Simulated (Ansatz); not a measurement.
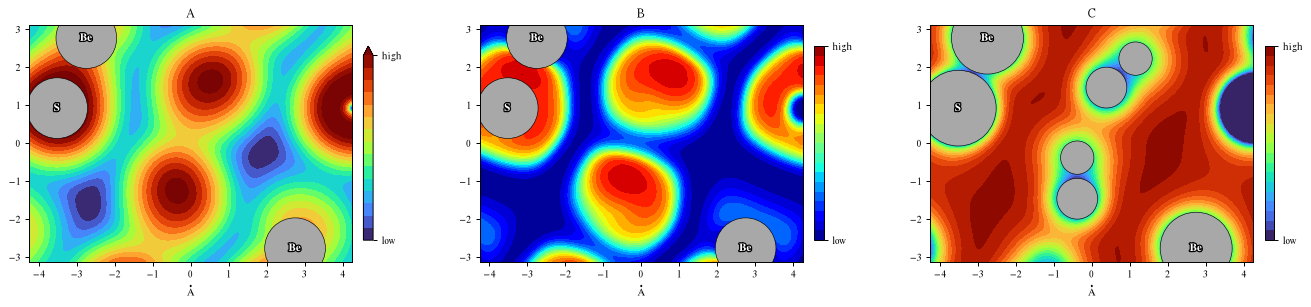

BeS: 3 fields on the (111) plane of the conventional cell, with unlabelled colour scales. Grey discs cover the atomic cores.

Space group P6₃/mmc; started from the h-MgO (five-fold) prototype, which need not be the ambient phase.

All numbers below come from DFT, HSE06, plane waves, PAW (Ansatz 0.2.0).

> Match the panels to the quantities (electron localisation function, electrostatic potential energy of an electron and valence pseudo-density).

Panel A: valence pseudo-density. Panel B: electron localisation function. Panel C: electrostatic potential energy of an electron (low next to the atoms, rising into the space between them).
